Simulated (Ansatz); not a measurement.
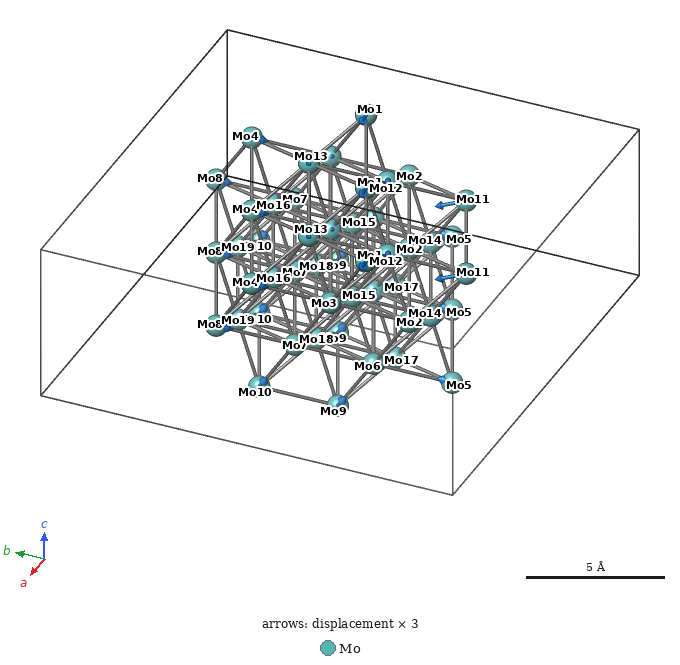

A relaxation of a wire of composition Mo. The starting structure is drawn; blue arrows show the displacements (the part carried along by the change of the cell is left out), magnified 3 times.

Style: ball-and-stick. Shown: the 2 repeat of the cell, with the vacuum cut short (origin shifted), from a free direction.

Case: wire along [0 0 1], 19 atoms a period.

Level of theory: DFT PBEsol, scalar-relativistic, plane waves, PAW in Ansatz. (plane-wave cutoff 420 eV; k-point mesh 1 × 1 × 17; occupations gaussian; smearing width 0.05 eV; no spin polarisation; cell relaxed at fixed a, b, alpha, beta, gamma; force threshold 0.02 eV/Å; at most 45 steps)

> What happened in the run?

The atom that moves furthest relative to the layer's centre is Mo11 (0.41 Å). Along the periodic axis the drawn cell goes c 6.259 → 6.150 Å (−1.7 %). Among the contacts that change: Mo2–Mo11 2.710 → 2.381 Å, Mo1–Mo3 3.129 → 2.873 Å, Mo11–Mo12 3.129 → 2.877 Å, Mo11–Mo14 3.129 → 2.892 Å. Bond angles that change, for instance: Mo12–Mo11–Mo14 90.0° → 104.4°, Mo2–Mo11–Mo2 70.5° → 80.5°, Mo2–Mo11–Mo11 125.3° → 130.2°. Over 9 accepted moves (14 points after the start) the energy falls by 3.099 eV per cell of the calculation. The largest force component goes from 2.8 to 0.016 eV/Å. The line search rejected the trial steps at points 6, 8, 10, 12 of the run. The SCF was repeated once at an unchanged geometry on a basis and grid sized afresh for the cell, which shifted the energy by 0.9 meV per cell of the calculation at most.
